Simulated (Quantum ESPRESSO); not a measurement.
## Os: 7 runs along one coordinate

System: Os (2 atoms in the cell).
Method: Kohn-Sham DFT of a periodic cell, LDA, PseudoDojo 0.4.1 SR LDA standard, no spin polarisation (Quantum ESPRESSO 7.5).

The 7 runs differ only in the geometry, by an even scaling of the cell at fixed fractional positions. The structure derives from an entry of the Crystallography Open Database.

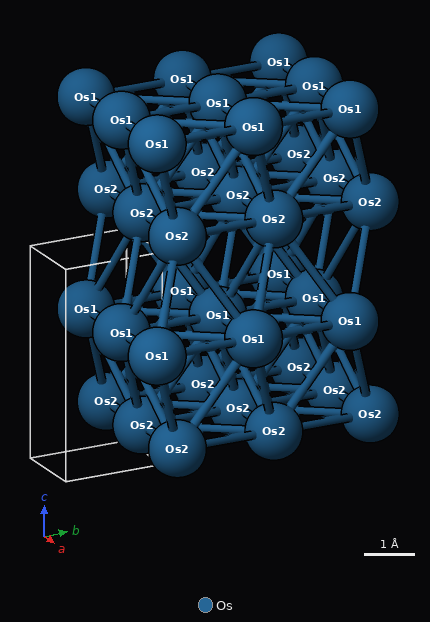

Figure 1. The structure of run 4 (ball-and-stick view of the cell of the calculation, repeated 3 × 3 × 2, seen slightly off an axis; atoms are numbered from 1 in the order of the input).

**Input of run 4**
```
&CONTROL
  calculation = 'scf'
  prefix = 'pwscf'
  outdir = './tmp'
  pseudo_dir = './pseudo'
  tprnfor = .true.
  tstress = .true.
  disk_io = 'nowf'
/
&SYSTEM
  ibrav = 0
  nat = 2
  ntyp = 1
  ecutwfc = 74
  nbnd = 24
  occupations = 'smearing'
  smearing = 'fd'
  degauss = 0.00367493
/
&ELECTRONS
  conv_thr = 4d-10
  electron_maxstep = 120
  mixing_beta = 0.5
/
ATOMIC_SPECIES
Os   190.2300 Os.upf
CELL_PARAMETERS angstrom
   2.7341000000    0.0000000000    0.0000000000
  -1.3670500000    2.3678000565    0.0000000000
   0.0000000000    0.0000000000    4.3197000000
ATOMIC_POSITIONS crystal
Os     0.6666666667    0.3333333333    0.7500000000
Os     0.3333333333    0.6666666667    0.2500000000
K_POINTS automatic
11 11 6 0 0 0
```

Command:
```bash
OMP_NUM_THREADS=1 pw.x -in pw.in > pw.out
```

Lattice vectors (Å) and fractional positions of run 4:
```
   2.734100    0.000000    0.000000
  -1.367050    2.367800    0.000000
   0.000000    0.000000    4.319700
Os  0.666667  0.333333  0.750000
Os  0.333333  0.666667  0.250000
```

Run 5 differs from it as follows:
```diff
-   2.7341000000    0.0000000000    0.0000000000
-  -1.3670500000    2.3678000565    0.0000000000
-   0.0000000000    0.0000000000    4.3197000000
+   2.7522071502    0.0000000000    0.0000000000
+  -1.3761035751    2.3834813086    0.0000000000
+   0.0000000000    0.0000000000    4.3483081185
```

**Results, with one run withheld**

| run | volume per atom (Å³) | free energy per atom, from the lowest run given (meV) | pressure (GPa) |
| --- | --- | --- | --- |
| 1 | 13.143 | 30.89 | 19.45 |
| 2 | 13.423 | 6.53 | 8.63 |
| 3 | 13.703 | 0.00 | −1.00 |
| 4 | 13.982 | 9.33 | −9.57 |
| 5 | 14.262 | ? | ? |
| 6 | 14.542 | 68.71 | −23.93 |
| 7 | 14.821 | 115.77 | −29.91 |

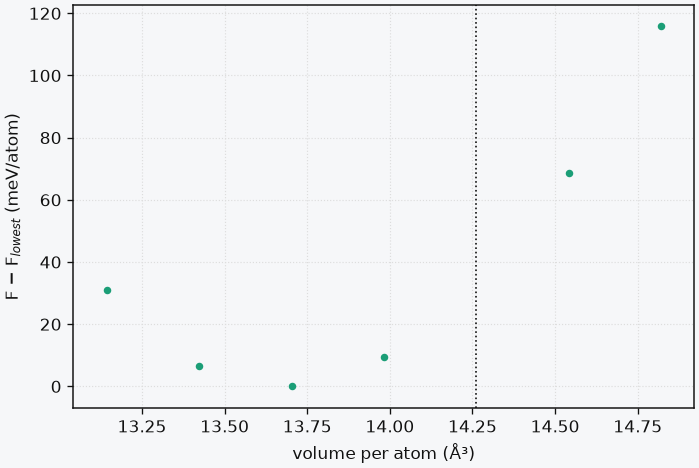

Figure 2. Free energy per atom of the runs given; the dotted line marks run 5.

Estimate the energy of run 5 from the others.

A cubic polynomial in V^(−2/3) (the Birch–Murnaghan form), fitted to the 6 runs given, misses them by at most 0.03 meV per atom. With x = V^(−2/3) − 0.17285 Å⁻², it reads F = 5.7475 − 5704.3 x + 1.3909e+06 x² + 2.7195e+06 x³ (meV per atom). At run 5 it gives 32.72 meV per atom, and the run itself gives 32.76. The slope of the fit gives a pressure −dF/dV of −17.14 GPa there, and the run prints −17.18 GPa. The fit has its minimum at 13.673 Å³ per atom, where V d²F/dV² gives 448 GPa. Cell shape and fractional positions are held, so this is the stiffness under even scaling; the relaxed bulk modulus wasn't computed.

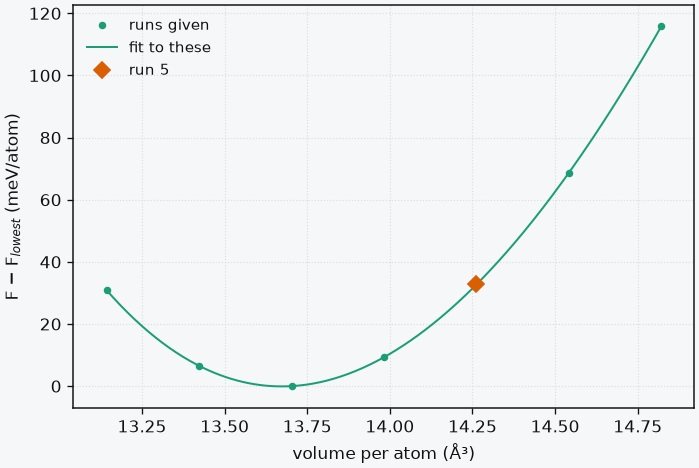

Figure 3. The fit and the withheld run.

**Some lines of the output (run 5)**
```
[...]
     unit-cell volume          =     192.4907 (a.u.)^3
     number of k points=    64  Fermi-Dirac smearing, width (Ry)=  0.0037
     total energy              =    -405.08886806 Ry
     total energy              =    -405.10017506 Ry
     total energy              =    -405.10018946 Ry
     total energy              =    -405.10019761 Ry
     total energy              =    -405.10019829 Ry
     total energy              =    -405.10019837 Ry
     the Fermi energy is    25.2217 ev
!    total energy              =    -405.10019837 Ry
     The total energy is F=E-TS. E is the sum of the following terms:
     Computing stress (Cartesian axis) and pressure
          total   stress  (Ry/bohr**3)                   (kbar)     P=     -171.75
```

Notes: Spin–orbit coupling is left out, which matters for Os.
